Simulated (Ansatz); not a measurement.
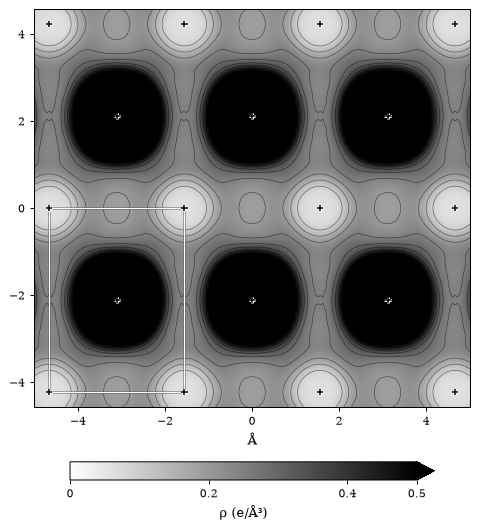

The valence charge density (pseudo) on a plane through atoms (crosses mark nuclei in the plane).

All numbers below come from DFT PBEsol, scalar-relativistic, plane waves, PAW (Ansatz).

Candidates:
A. AlRu, a = 2.99 Å, b = 2.99 Å, c = 3.11 Å, α = 90.00°, β = 90.00°, γ = 90.00°. Space group P4/mmm; changed on purpose from its base cell (strain +0.0400 x Voigt [0, 0, 1, 0, 0, 0], atoms carried along); computed pressure about −10 GPa in this cell; computed without spin polarisation.
B. VO$_{2}$, a = 4.54 Å, b = 4.54 Å, c = 2.80 Å, α = 90.00°, β = 90.00°, γ = 90.00°. Space group P4₂/mnm; spin-polarised.

Q: Which candidate gave the map?

A: Candidate A: AlRu on the (110) plane of the conventional cell, which holds Al and Ru. Al–Ru (2.63 Å): ρ at the midpoint is about 0.34 e/Å³.
